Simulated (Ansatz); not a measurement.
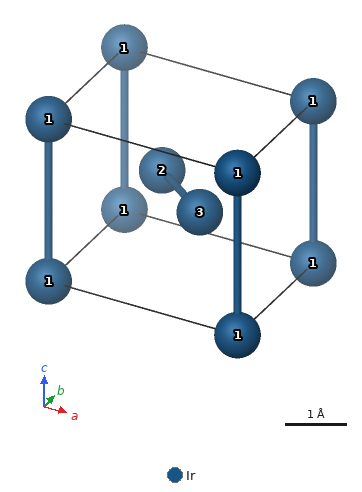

Fig. 1: The input geometry (ball-and-stick view of the cell of the calculation, seen slightly off an axis; atoms are numbered from 1 in the order of the input).

**Run report: Ir, single-point calculation**

System: Ir (3 atoms in the cell).
Method: DFT, RPBE, plane waves (420 eV) with PAW, scalar-relativistic, no spin polarisation (Ansatz 0.2.0).

It belongs to a series of runs on one base structure; here: volume × 1.08. Figures and captions count atoms from 1; the log counts them from 0 in places.

**What the program printed**
```
Engine: ansatz 0.2.0, aarch64-unknown-linux-gnu
Pseudopotentials: kind: paw
Pseudopotential: Ir, paw, valence charge 17, recommended cutoff 420 eV (normal), [file]
Functional definition: RPBE
  parameter kappa = 0.804
  parameter beta = 0.06672455060314922
  exchange = rpbe_x(kappa = kappa, mu = beta*pi^2/3)
  correlation = pbe_c(beta = beta)
Crystal: 3 atoms, lattice volume = 49.131 Å³
Basis set: ecut = 420 eV, 939 PW (Γ)
Bands: 31, of which v1, the nominal top of the filled ones, is band 26 counted from 1 (25 counted from 0)
Symmetry: 24 space group operations
Space group: P6/mmm (ITA 191), of the structure as read, at distance tolerance 3.7e-5 Å
k-points: 128 of 1815
Non-local potential: Ir, projectors of the file, l = 0: 3, l = 1: 2, l = 2: 2, l = 3: 1
PAW form: soft (Blöchl's): semilocal exchange-correlation on the pseudo side does not see the compensation charge
PAW frozen core: Ir, regenerated for the run's functional, and the local potential with it (the file was generated under x = pbe(κ = 0.804, μ = 0.2195149727645171), c = pbe(β = 0.06672455060314922))
PAW one-centre angular grid: Ir, 590 points (default); XC on 64 Gauss nodes
Initial density: superposition of atomic densities (neutral atoms: chi_scale 0, normalization atom), corrected by the library's trained network
Initial wavefunctions: pseudopotential atomic-orbital guess
Functional: x = rpbe, c = pbe(β = 0.06672455060314922)
SCF iter   1: F=—  HF=-35845.130641 eV  |F-HF|=—  |Δ(HF+E_count)|=         —  Δρ=1.22e-2  dr2=1.26e-1  ethr=1.77e-3  ⟨swp⟩=4.5  Hψ=12855  notcnv=0
preconditioner: auto → none  [metal: Δε(μ)=0.006 eV  Ē_g=6.167 eV  σ=0.100 eV  W_gap=0.02  n_scr=8 (ndim 8)  ℏωp=27.5 eV  f_vac=0.000  D(μ)=5.52/eV (n_scr^D=70)  sad-step TF]
SCF iter   2: F=—  HF=-35845.133947 eV  |F-HF|=—  |Δ(HF+E_count)|=   3.31e-3  Δρ=8.97e-3  dr2=8.11e-2  ethr=2.46e-4  ⟨swp⟩=1.0  Hψ=4992  notcnv=0
SCF iter   3: F=—  HF=-35845.130656 eV  |F-HF|=—  |Δ(HF+E_count)|=   3.29e-3  Δρ=1.64e-3  dr2=1.14e-3  ethr=1.59e-4  ⟨swp⟩=1.0  Hψ=3968  notcnv=0
SCF iter   4: F=—  HF=-35845.130823 eV  |F-HF|=—  |Δ(HF+E_count)|=   1.67e-4  Δρ=4.45e-4  dr2=7.77e-5  ethr=2.24e-6  ⟨swp⟩=2.0  Hψ=5411  notcnv=0
SCF iter   5: F=—  HF=-35845.130793 eV  |F-HF|=—  |Δ(HF+E_count)|=   3.06e-5  Δρ=4.86e-5  dr2=4.38e-7  ethr=1.52e-7  ⟨swp⟩=2.1  Hψ=6570  notcnv=0
SCF iter   6: F=—  HF=-35845.130793 eV  |F-HF|=—  |Δ(HF+E_count)|=   3.21e-7  Δρ=1.53e-5  dr2=1.17e-7  ethr=1.96e-10  ⟨swp⟩=4.0  Hψ=13042  notcnv=0
SCF iter   7: F=-35845.130793 eV  HF=-35845.130793 eV  |F-HF|=2.98e-10  |Δ(HF+E_count)|=   1.95e-8  Δρ=2.56e-6  dr2=1.46e-9  ethr=1.96e-10  ⟨swp⟩=3.4  Hψ=11260  notcnv=0
SCF 1 converged in 7 iterations: F = -35845.130793 eV  dr2 = 1.46e-9
  greatest PAW one-centre occupation: 1.000 electrons in one spin orbital (limit 2), on the Ir atom at site 2 (counted from 0), in its partial waves of l = 0
SCF converged after 7 iterations
Free energy (F): -35845.130793 eV
Harris-Foulkes:  -35845.130793 eV  (|F-HF|=2.98e-10)
Internal energy: -35844.952509 eV  (E = F + TS)
E sigma→0 (E₀):  -35845.041651 eV
Entropy (-TS):   -0.178284 eV (-59.428 meV/atom)
Fermi energy:    21.484657 eV
--- Per-component energies (eV) ---
  E_band       = -435.498079
  E_kinetic    = 1857.051898
  E_local      = -3720.916500  (includes V_loc(G=0)·N_el)
  E_nonlocal   = 215.901897
  E_hartree    = 1398.540995
  E_xc         = -799.176730
  E_vxc        = -892.471649  (∫ρ·V_xc dr)
  E_paw        = -27709.315182  (= ΣΔE_a)
  E_vpaw       = -692.145612  (= ΣTr[D̂ρ^β])
  E_aug_tail   = 0.000201  (compensation charges beyond the density's cutoff)
  E_ewald      = -7086.944522
  E_core_change = -0.094566  (= ΣΔE_core)
  E_smearing   = -0.178284  (= −TS)
  E_closure    = -0.000000  (closes the sum)
  Σ components = -35845.130793   (vs F -35845.130793, Δ=0.00e0)
--- Stress (GPa, compression-positive) ---
      -19.827839      -0.000000       0.000000
       -0.000000     -19.827839       0.000000
        0.000000       0.000000     -18.044118
  P = ⅓ Tr σ = -19.2333 GPa (-192.333 kbar)
```

This output came from the following input.

**Input file**
```yaml
crystal:
  lattice:
    - [4.5112842085, 0.0, 0.0]
    - [-2.2556421042, 3.9068867283, 0.0]
    - [0.0, 0.0, 2.7875362442]
  atoms:
    - { symbol: Ir, position: [0.0, 0.0, 0.0] }
    - { symbol: Ir, position: [0.3333333333, 0.6666666667, 0.5] }
    - { symbol: Ir, position: [0.6666666667, 0.3333333333, 0.5] }
hamiltonian:
  xc: rpbe
  pseudopotentials:
    kind: paw
    azcp:
      Ir: "pseudopotentials/Ir.paw.azcp"
basis:
  ecutwfc: 420
  fft_grid_basis: typed
kpoints:
  mp_grid: { grid: [11, 11, 15], shift: [0, 0, 0] }
magnetization:
  spin_polarized: false
scf:
  occupations: { method: fermi_dirac, width: 0.1 }
output:
  stress: true
```

**Results in brief**

- outcome: converged
- space group (tolerance 0.01 Å): P6/mmm (191)
- electrons treated: 51
- free energy: −35845.1308 eV
- Fermi energy: 21.485 eV
- pressure: −19.23 GPa
- hardware: 2 threads of an Arm (aarch64) CPU, shared host
- wall time: 5.9 s (CPU time 11 s)
- peak memory: 0.4 GiB

**Remarks**

Spin–orbit coupling is left out, which matters for Ir. The cell is under a tension of 19.2 GPa at this level, so it is not at its equilibrium volume.
